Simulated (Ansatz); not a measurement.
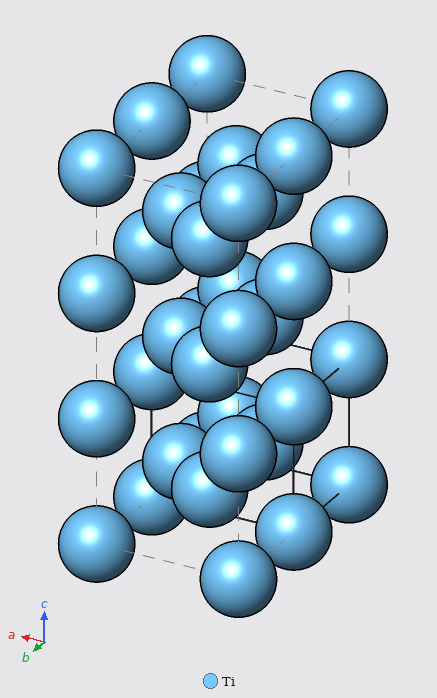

The image is a spheres-only drawing of a crystal, viewed from a general direction. Shown are 1×2×3 repeats of the conventional unit cell, one of them outlined in solid lines.

Ti, space group P6/mmm (No. 191), a = 4.34 Å, b = 4.34 Å, c = 2.75 Å, α = 90.00°, β = 90.00°, γ = 120.00°.

Theory: DFT r2SCAN, scalar-relativistic, plane waves, PAW (Ansatz 0.2.0). Numerical settings: a cutoff energy of 500 eV, the zone sampled with 12×12×16 points, Gaussian smearing of 0.15 eV, no spin polarisation.

Is it conducting or gapped at this level?

A metal: bands cross the Fermi level.

Would the cell expand or shrink if it could?

The computed pressure is 18.6 GPa (compressed: it would expand). The stress isn't hydrostatic: its largest component is 20.1 GPa.

The starting point was a structure listed in the Materials Project. The cell was then strained or its atoms displaced on purpose. It was run through Ansatz as a DFT input.

At this level of theory the run's own cell isn't at rest (compressed, at 19 GPa), so its distances can differ from those at equilibrium, the more so the softer the solid.
